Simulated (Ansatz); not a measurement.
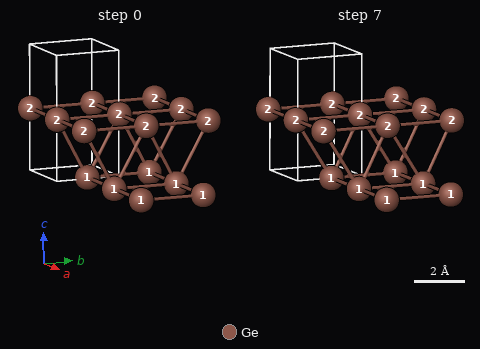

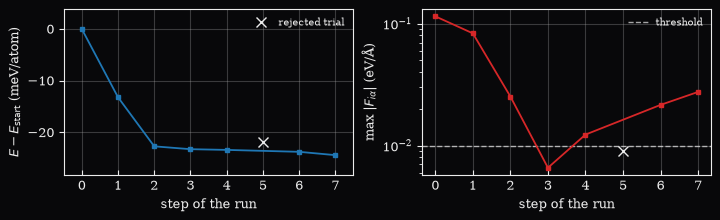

First and last geometry of a relaxation of crystalline Ge (set up in P-1), with the history of the run. A ball-and-stick model of the cell of the calculation, repeated 3 × 2 × 1 with one cell outlined, seen slightly off an axis.

Case: all atoms moved at random, sigma 0.1 Å for each component, cell strained at random, sigma 0.01; relaxed back.

Method: DFT r2SCAN, scalar-relativistic, plane waves, PAW (Ansatz 0.2.0). Settings: plane-wave cutoff 500 eV; k-point mesh 12 × 12 × 8; occupations gaussian; smearing width 0.15 eV; no spin polarisation; cell and atoms relaxed; force threshold 0.01 eV/Å; at most 80 steps.

What do the curves and the structures tell?

The run was cut off at its time limit before the relaxation converged, so the last structure is only a point on the way. After 6 accepted moves (7 points after the start) the energy has fallen by 24.4 meV per atom. Largest force component: 0.11 eV/Å at the start, 0.028 eV/Å at the end. The pressure goes from −1.11 to 0.29 GPa. The line search rejected the trial step at point 5 of the run. The largest moves relative to the cell, 0.11 Å, are those of Ge1 and Ge2. Ge1 goes along [3 3 −1]. The drawn cell changes as follows: a 2.670 → 2.638 Å (−1.2 %), b 2.782 → 2.846 Å (+2.3 %), c 5.157 → 4.980 Å (−3.4 %), α 90.4° → 90.0°, β 90.4° → 90.0°, γ 92.0° → 89.9°; the volume changes by −2.3 %. Near-neighbour distances that change, for instance: Ge1–Ge2 3.013 → 2.795 Å, Ge1–Ge2 (another image) 2.867 → 2.946 Å, Ge1–Ge1 2.782 → 2.846 Å, Ge1–Ge2 (another image) 3.003 → 2.949 Å. Bond angles that change, for instance: Ge1–Ge2–Ge2 93.0° → 89.9°, Ge1–Ge2–Ge2 87.0° → 90.1°, Ge1–Ge2–Ge2 119.5° → 122.4°. The space group (tolerance 0.01 Å) goes from P-1 (No. 2) to Pmma (No. 51). Cost: 14 min on 1 thread of Intel(R) Xeon(R) Processor @ 2.50GHz (Skylake/Cascade Lake), with other jobs on the host, peak memory 0.78 GiB.

| step | E − E(0), meV/atom | largest force component, eV/Å | pressure, GPa | volume, Å³/atom | note |
| --- | --- | --- | --- | --- | --- |
| 0 | 0.00 | 0.1148 | -1.11 | 19.143 |  |
| 1 | -13.22 | 0.0832 | 1.09 | 18.473 |  |
| 2 | -22.71 | 0.0252 | -0.30 | 18.796 |  |
| 3 | -23.26 | 0.0066 | -0.04 | 18.724 |  |
| 4 | -23.40 | 0.0123 | 0.04 | 18.710 |  |
| 5 | -21.83 | 0.0090 | 1.03 | 18.613 | rejected |
| 6 | -23.77 | 0.0216 | 0.07 | 18.716 |  |
| 7 | -24.41 | 0.0276 | 0.29 | 18.695 |  |
